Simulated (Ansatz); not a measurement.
## Electronic structure of AlN in real space

Input file:

```
crystal:
  lattice:
    - [3.3121157418, 0.2172747927, 0.0]
    - [-1.4678923809, 2.7597389764, 0.0]
    - [0.0, 0.0, 4.187563]
  atoms:
    - { symbol: Al, position: [0.3333333333, 0.6666666667, 0.75] }
    - { symbol: Al, position: [0.6666666667, 0.3333333333, 0.25] }
    - { symbol: "N", position: [0.3333333333, 0.6666666667, 0.25] }
    - { symbol: "N", position: [0.6666666667, 0.3333333333, 0.75] }
basis:
  ecutwfc: 420
kpoints:
  mp_grid: { grid: [12, 12, 6] }
hamiltonian:
  xc: pbesol
scf:
  occupations: { method: gaussian, width: 0.05 }
output:
  forces: true
  stress: true
  eigenvalues: true
  write_density: true
  write_potential: true
  elf: true
  volumetric_format: npy
```

Launched as:

```sh
ansatz run input.yaml --threads 1 --pin off --max-ram 2560MiB --backend cpu --events-out ev --progress --plain --runs-dir out
```

Below, planes, directions and counts refer to the conventional cell (a = 3.13 Å, b = 4.19 Å, c = 3.32 Å, α = 90.00°, β = 114.26°, γ = 90.00°).

Space group P2₁/m; a structure from a database of computed crystals, not necessarily the ambient phase; changed on purpose from its base cell (strain +0.1312 x Voigt [0, 0, 0, 0, 0, 1], atoms carried along); not relaxed (largest force 1.9 eV/Å).

Method: Ansatz 0.2.0, DFT PBEsol, scalar-relativistic, plane waves, PAW.

In a PAW calculation such maps are meaningful between the atoms, not at the nuclei.

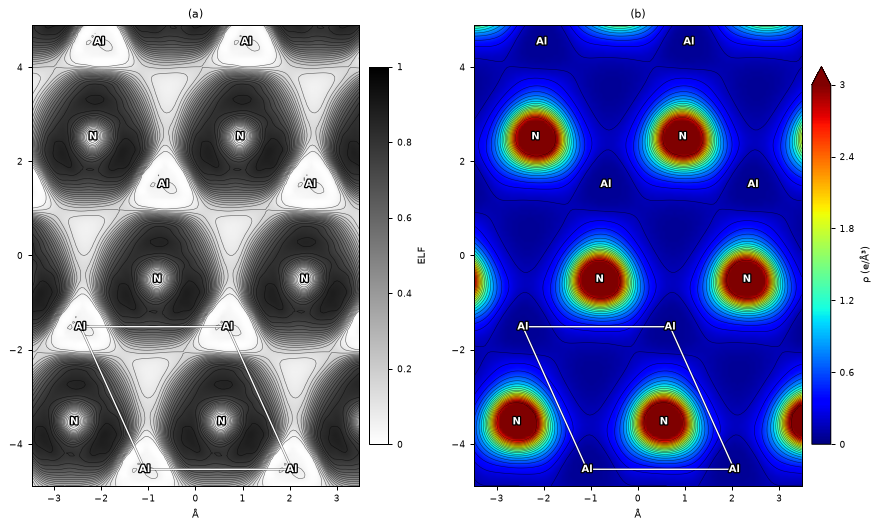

Figure 1. (a) electron localisation function; (b) valence pseudo-density on the (010) plane of the conventional cell.

What does the map show?

Answer.
- The section cuts through Al and N sites.
- Al–N (1.80 Å): ρ at the midpoint is about 0.79 e/Å³; the ELF peaks at about 0.90 in the valence shell of N, 0.7 Å from its nucleus, and is about 0.85 at the midpoint.
- Al–N (1.92 Å): ρ at the midpoint is about 0.64 e/Å³; the ELF peaks at about 0.85 in the valence shell of N, 0.8 Å from its nucleus, and is about 0.85 at the midpoint.
- Al–N (2.02 Å): the density is about 0.53 e/Å³ at the midpoint; the ELF peaks at about 0.85 in the valence shell of N, 0.8 Å from its nucleus, and is about 0.80 at the midpoint.
- Between the atoms the lowest density in this plane is 0.06 e/Å³.

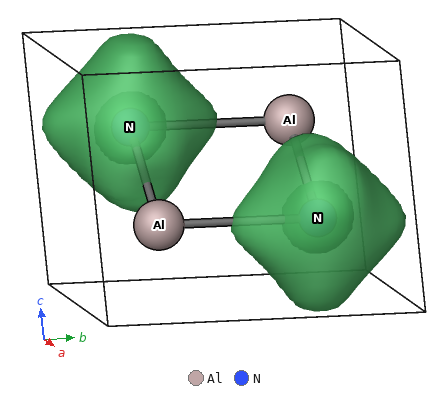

Figure 2. Isosurface of the ELF at 0.7 (green), seen slightly off an axis. Only the valence region is drawn (cores and ρ < 0.01 e/Å³ removed). Sticks mark near contacts.

What do the ELF domains correspond to?

Answer. The surface consists of two regions on N in which the atom's valence shell and bonds are merged, counted in one cell of 4 atoms. Any copies at cell faces, edges or corners count once.

Metal or insulator at this level of theory?

Answer. It is gapped, with a Kohn–Sham gap of 3.0 eV on the k-point mesh, an upper bound to the gap of this method.
